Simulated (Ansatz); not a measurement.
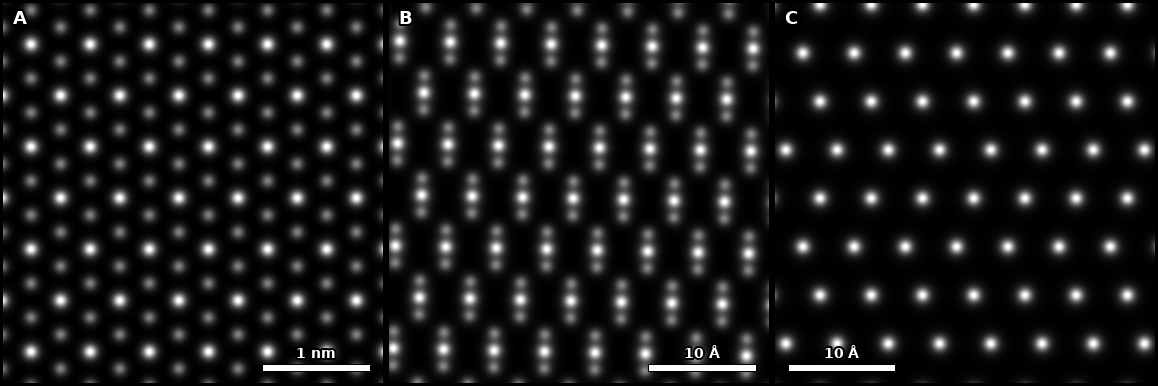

Three views of Cs (P6_3/mmc, No. 194) along different zone axes. Simulated as the projected potential of neutral atoms (B = 0.3 Å²) blurred by a 0.77 Å probe, the thin-sample limit of integrated differential phase contrast. Model: the end point of a relaxation with Ansatz 0.2.0, DFT, BLYP, plane waves (420 eV) with PAW, scalar-relativistic; the starting structure was generated, so it need not be a known form of this composition.

Space group P6_3/mmc (No. 194). a = 5.604 Å, b = 5.604 Å, c = 18.354 Å, α = 90.00°, β = 90.00°, γ = 120.00°
```json
{"atom": "Cs", "site": "2a", "symmetry": "-3m.", "x": "0.0000", "y": "0.0000", "z": "0.0000"}
{"atom": "Cs", "site": "2c", "symmetry": "-6m2", "x": "0.3333", "y": "0.6667", "z": "0.2500"}
```

**Match the panels to the zone axes [001], [100] and [201].**

A is [001]: projected cell 5.60 × 5.60 Å, 120°, plane group p6mm. B is [201]: projected cell 4.78 × 5.41 Å, 116°, plane group c2mm. C is [100]: projected cell 4.85 × 18.35 Å, 90°, plane group p2mg.
